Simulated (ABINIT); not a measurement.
## Cl: dielectric calculation (part 3 of 3)

The same run, continued: Cl (4 atoms in the cell); Kohn-Sham DFT of a periodic cell, LDA, HGH LDA, no spin polarisation (ABINIT 10.8.3); cutoff 1034.03 eV, 6×6×4 k-mesh, fixed occupations. The structure derives from an entry of the Crystallography Open Database.

Geometry of the input (Å; fractional positions):
```
3.0901  -1.8523  0.0000
3.0901  1.8523  0.0000
0.0000  0.0000  7.7888
Cl 0.3636  0.6364  0.3869
Cl 0.1364  0.8636  0.8869
Cl 0.6364  0.3636  0.6131
Cl 0.8636  0.1364  0.1131
```

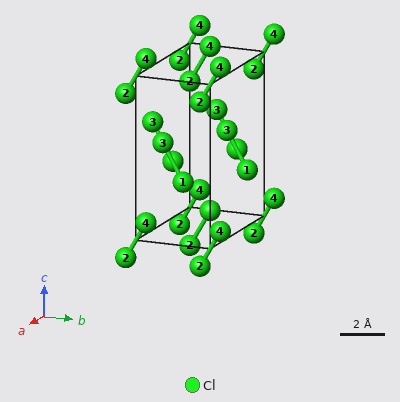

Figure 1. The structure as given in the input (ball-and-stick view of the cell 2 times as large as that of the calculation, set on its symmetry axes, seen slightly off an axis; atoms are numbered from 1 in the order of the input). An atom can appear more than once, as a periodic image.

Summary:

```tsv
quantity	value
outcome	converged
space group (tolerance 0.01 Å)	Cmce (64)
electrons treated	28
free energy	−1631.1424 eV
Fermi energy	3.027 eV
pressure	−0.01 GPa
largest force (length of the vector)	0.002 eV/Å
ε∞ (xx, yy, zz)	2.68, 5.38, 10.30
Born charges (mean of the diagonal)	all 4 Cl atoms (0.00 e)
hardware	4 threads of Intel Xeon (Granite Rapids), 128 GiB of memory available, shared host
wall time	3.5 min (CPU time 14 min)
peak memory	0.72 GiB
```
